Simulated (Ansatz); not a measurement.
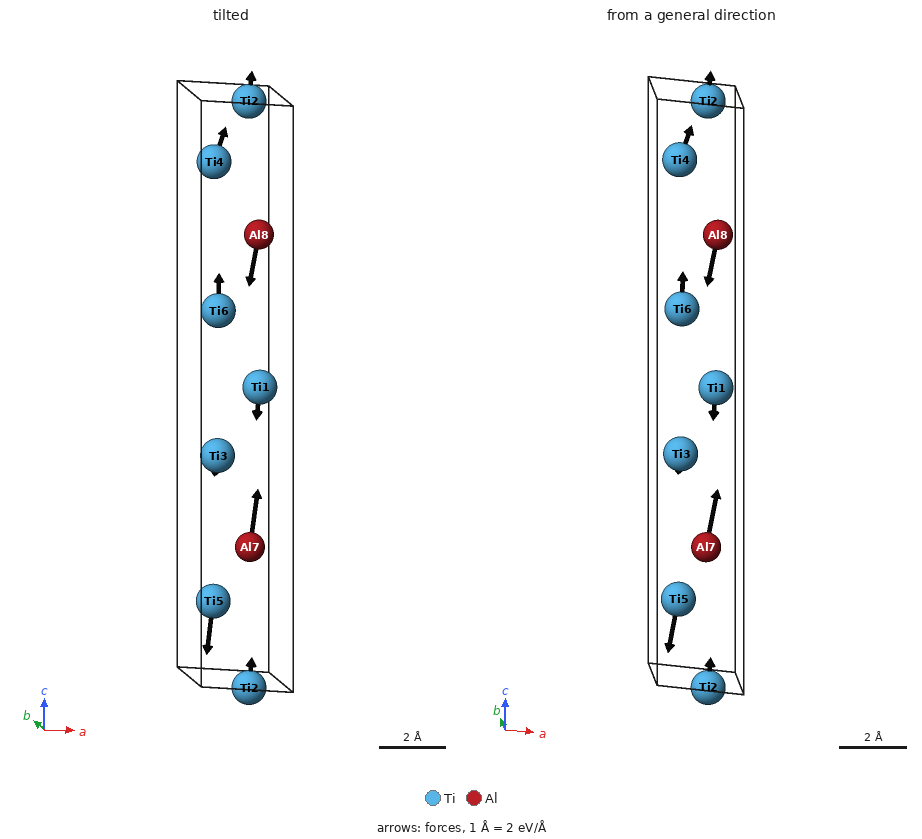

A spheres-only rendering, viewed slightly off an axis and from a general direction. The simulation cell is outlined; an atom on or near a face, edge or corner is repeated at each equivalent position. The arrows are the computed forces on the atoms.

System: Ti3Al. The numbers come from DFT PBEsol, scalar-relativistic, plane waves, PAW in Ansatz, using an energy cutoff of 420 eV, 12×12×2 k-mesh, Gaussian smearing of 0.15 eV, no spin polarisation.

> Has this structure been optimised to equilibrium?

No. The atoms still feel forces of up to about 2.8 eV/Å, far above a usual threshold of 0.01 to 0.03 eV/Å.

The starting point was a structure listed in the Materials Project. The cell was then strained or its atoms displaced on purpose. It went into a calculation with Ansatz.
